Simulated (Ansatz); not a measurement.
## Electronic structure of Si$_{16}$C$_{15}$ (cell charge −1, with a compensating background) (cell with a defect) in real space

Input

```
crystal:
  lattice:
    - [-3.0941201802, 5.3591733569, 0.0]
    - [-3.0941201803, -5.3591733569, 0.0]
    - [0.0, 0.0, 10.1293392031]
  atoms:
    - { symbol: Si, position: [0.8333333333, 0.1666666667, 0.9359522424], spin: 0.25 }
    - { symbol: Si, position: [0.3337366582, 0.1674733164, 0.9381568608] }
    - { symbol: Si, position: [0.8325266836, 0.6662633418, 0.9381568608] }
    - { symbol: Si, position: [0.3337366582, 0.6662633418, 0.9381568608] }
    - { symbol: Si, position: [0.1663573992, 0.3331786996, 0.4379539819] }
    - { symbol: Si, position: [0.6668213004, 0.3331786996, 0.4379539819] }
    - { symbol: Si, position: [0.1666666667, 0.8333333333, 0.4388023384] }
    - { symbol: Si, position: [0.6668213004, 0.8336426008, 0.4379539819] }
    - { symbol: Si, position: [0.0016619701, 0.5033239403, 0.6885332136], spin: 0.25 }
    - { symbol: Si, position: [0.5, 0.5, 0.687512303] }
    - { symbol: Si, position: [1.0016619701, 0.9983380299, 0.6885332136], spin: 0.25 }
    - { symbol: Si, position: [0.4966760597, 0.9983380299, 0.6885332136], spin: 0.25 }
    - { symbol: Si, position: [-0.0005399883, 0.4989200234, 0.1875100767] }
    - { symbol: Si, position: [0.5, 0.5, 0.1885975521] }
    - { symbol: Si, position: [0.9994600117, 1.0005399883, 0.1875100767] }
    - { symbol: Si, position: [0.5010799766, 1.0005399883, 0.1875100767] }
    - { symbol: C, position: [0.3349894134, 0.1699788269, 0.7511536478] }
    - { symbol: C, position: [0.8300211731, 0.6650105866, 0.7511536478] }
    - { symbol: C, position: [0.3349894134, 0.6650105866, 0.7511536478] }
    - { symbol: C, position: [0.1664899199, 0.3332449599, 0.2496546218] }
    - { symbol: C, position: [0.6667550401, 0.3332449599, 0.2496546218] }
    - { symbol: C, position: [0.1666666667, 0.8333333333, 0.2489763548] }
    - { symbol: C, position: [0.6667550401, 0.8335100801, 0.2496546218] }
    - { symbol: C, position: [-0.0003613593, 0.0003613593, 0.5003734923] }
    - { symbol: C, position: [0.5007227187, 0.0003613593, 0.5003734923] }
    - { symbol: C, position: [-0.0003613593, 0.4992772813, 0.5003734923] }
    - { symbol: C, position: [0.5, 0.5, 0.5003158017] }
    - { symbol: C, position: [-0.0001284951, 0.0001284951, -0.0011333024] }
    - { symbol: C, position: [0.5002569903, 0.0001284951, -0.0011333024] }
    - { symbol: C, position: [-0.0001284951, 0.4997430097, -0.0011333024] }
    - { symbol: C, position: [0.5, 0.5, 0.0014201841] }
  host:
    lattice:
      - [3.0941201802, 0.0, 0.0]
      - [-1.5470600901, 2.6795866785, 0.0]
      - [0.0, 0.0, 10.1293392031]
    atoms:
      - { symbol: Si, position: [0.6666666667, 0.3333333333, 0.9378441878] }
      - { symbol: Si, position: [0.3333333333, 0.6666666667, 0.4378441878] }
      - { symbol: Si, position: [0.0, 0.0, 0.6878995565] }
      - { symbol: Si, position: [0.0, 0.0, 0.1878995565] }
      - { symbol: C, position: [0.6666666667, 0.3333333333, 0.7498074459] }
      - { symbol: C, position: [0.3333333333, 0.6666666667, 0.2498074459] }
      - { symbol: C, position: [0.0, 0.0, 0.5004478098] }
      - { symbol: C, position: [0.0, 0.0, 0.0004478098] }
total_charge: -1
basis:
  ecutwfc: 420
  xc_grid: 2
kpoints:
  mp_grid: { grid: [2, 2, 2], shift: [0.0, 0.0, 0.0] }
hamiltonian:
  xc: pbe
scf:
  occupations: { method: gaussian, width: 0.01 }
output:
  forces: true
  stress: false
  eigenvalues: true
  populations: true
  charged_corrections:
    defect_position: [0.83333333, 0.16666667, 0.74980745]
    epsilon: [[10.3446, 0.0, 0.0], [0.0, 10.3446, 0.0], [0.0, 0.0, 11.0257]]
  write_density: true
  write_potential: true
  elf: true
  volumetric_format: npy
magnetization:
  spin_polarized: true
relax:
  adjacent_minimum: "off"
  f_tol: 0.025
  max_steps: 45
```

Launched as:

```sh
ansatz run input.yaml --threads 4 --pin off --max-ram 10240MiB --backend cpu --events-out ev --progress --plain --runs-dir out
```

The fields are those of the run's last geometry, not of the input's.

Spin-polarised.

All numbers below come from DFT PBE, scalar-relativistic, plane waves, PAW in Ansatz 0.2.0.

Core electrons are frozen (PAW), and the valence fields are smoothed inside the atomic spheres.

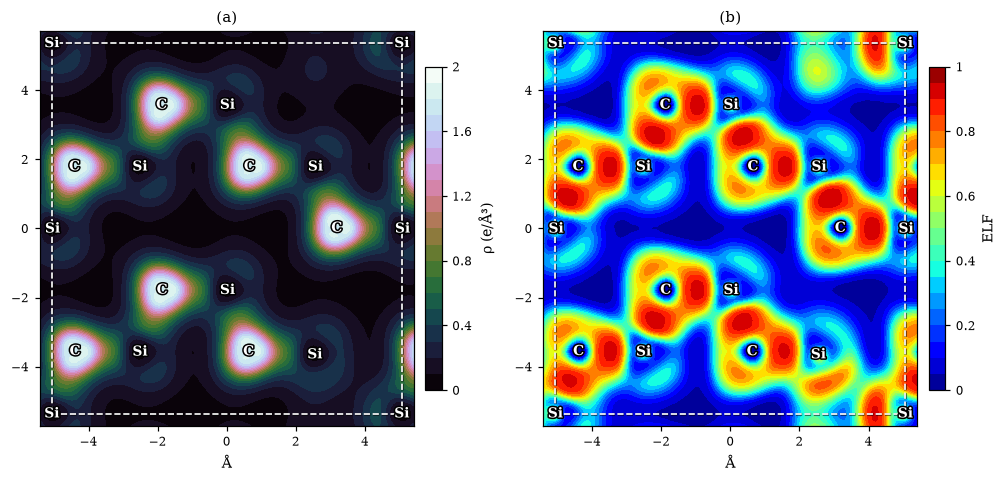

Figure 1. (a) valence pseudo-density; (b) ELF on the (110) plane of the calculation cell.

Q: Read the bonding off the picture.

A: Atoms in the plane: Si and C. Si–C (1.88 Å): the density is about 0.9 e/Å³ at the midpoint; the ELF peaks at about 0.95 between the atoms. Si–C (1.92 Å): the density is about 0.83 e/Å³ at the midpoint; the ELF peaks at about 0.90 between the atoms. Between the atoms the lowest density in this plane is 0.04 e/Å³.

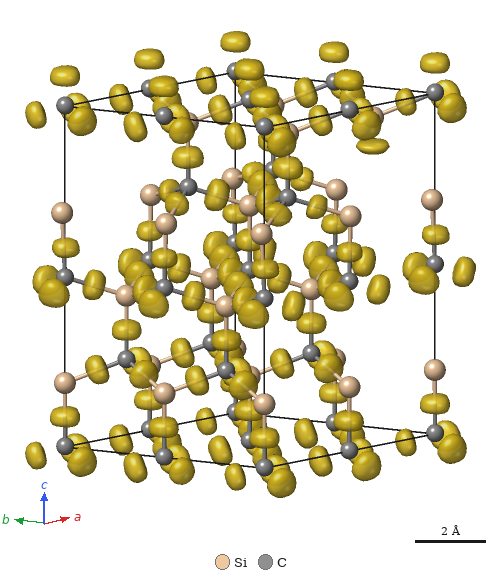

Figure 2. Isosurface of the electron localisation function at 0.85 (yellow), seen at an oblique angle. Core shells and regions of very low density are left out. Sticks mark near contacts.

Q: Describe the localisation domains.

A: The ELF exceeds this value in 60 regions between bonded C–Si atoms and one lobe on Si, pointing away from the bonds (lone pairs), counted in one cell of 31 atoms. Any copies at cell faces, edges or corners count once.

Q: Does the calculation give a band gap?

A: It is gapless in this calculation (a metal or semimetal).
